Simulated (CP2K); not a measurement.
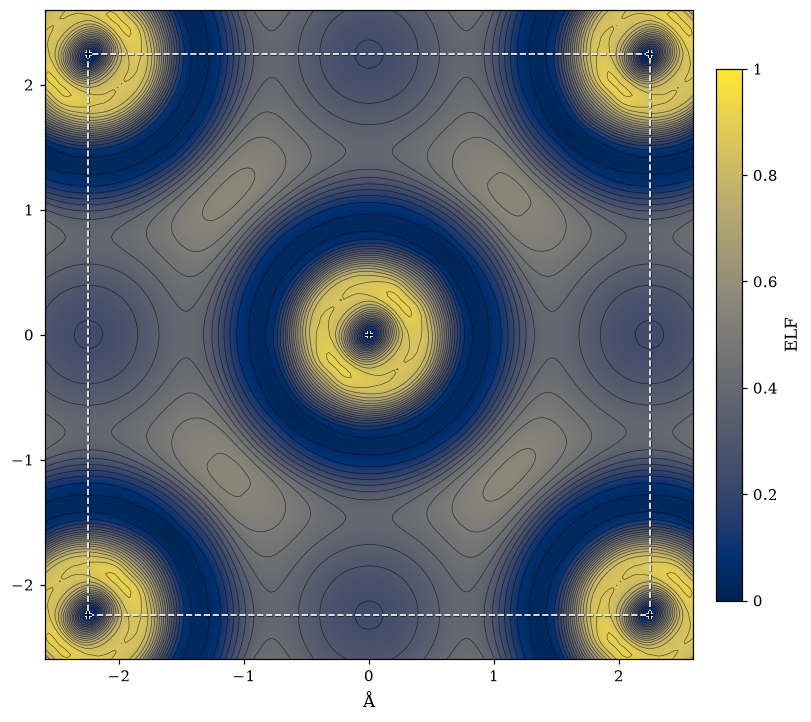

The ELF on a plane through atoms (crosses mark nuclei in the plane).

Method: Kohn-Sham DFT of a periodic cell, RPBE, GTH-PBE with UZH-TZVP basis in CP2K 2026.2.

Candidates:
A. Mg, a = 4.49 Å, b = 4.49 Å, c = 4.49 Å, α = 90.00°, β = 90.00°, γ = 90.00°. Space group Fm-3m; a structure from a database of computed crystals, not necessarily the ambient phase; computed pressure about 3 GPa in this cell.
B. Ga, a = 2.77 Å, b = 2.77 Å, c = 4.62 Å, α = 90.00°, β = 90.00°, γ = 90.00°. Space group I4/mmm; a structure from a database of computed crystals, not necessarily the ambient phase; computed pressure about 6 GPa in this cell.
C. Zn, a = 3.14 Å, b = 3.14 Å, c = 3.14 Å, α = 90.00°, β = 90.00°, γ = 90.00°. Space group Im-3m; a structure from a database of computed crystals, not necessarily the ambient phase.

Q: Which candidate gave the map?

A: Candidate A: Mg on the (100) plane of the conventional cell, which holds Mg. Mg–Mg (3.17 Å): the ELF reaches about 0.55 near the midpoint.
